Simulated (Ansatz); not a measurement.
```xyz
5
Lattice="3.8911 0.0000 0.0000 0.0000 3.8911 0.0000 0.0000 0.0000 3.8911" Properties=species:S:1:pos:R:3 pbc="T T T"
Sr    0.0000    0.0000    0.0000
Ti    1.9456    1.9456    1.9456
O     1.9456    0.0000    1.9456
O     1.9456    1.9456    0.0000
O     0.0000    1.9456    1.9456
```

Space group Pm-3m; a structure from a database of computed crystals, not necessarily the ambient phase; computed without spin polarisation.

Level of theory: DFT PBEsol, scalar-relativistic, plane waves, PAW in Ansatz.

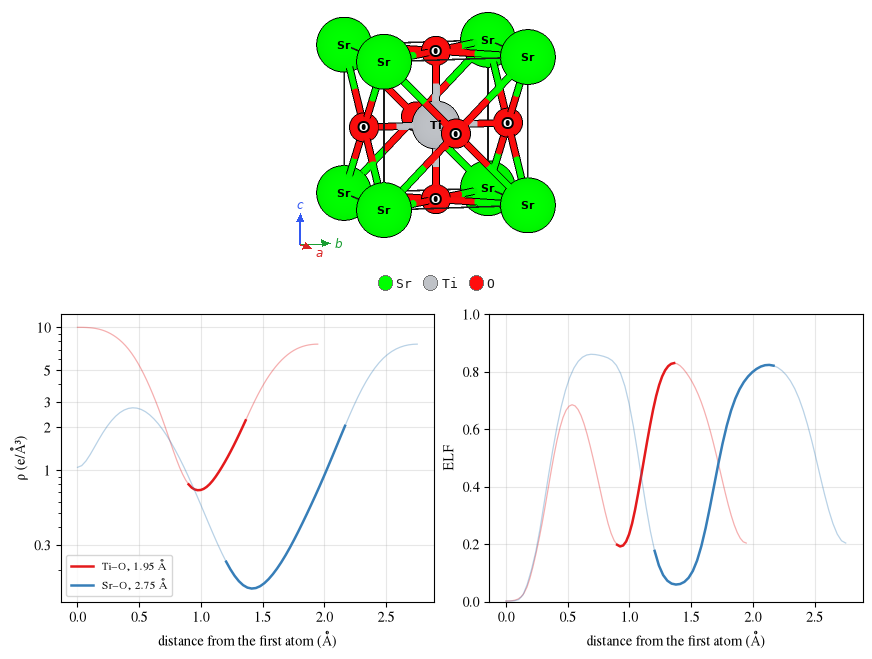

SrTiO₃. Valence pseudo-density and ELF along straight lines between neighbouring atoms. Thin, pale parts lie inside the atomic spheres. The structure is drawn too.

Core electrons are frozen (PAW), and the valence fields are smoothed inside the atomic spheres.

> What can be read from the curves?

Ti–O (1.95 Å): ρ at the midpoint is about 0.73 e/Å³; the ELF peaks at about 0.85 in the valence shell of O, 0.6 Å from its nucleus, and is about 0.20 at the midpoint (no shared electron pair shows on this line).
Sr–O (2.75 Å): ρ at the midpoint is about 0.15 e/Å³; the ELF is about 0.05 at the midpoint; a closed-shell, largely ionic contact.
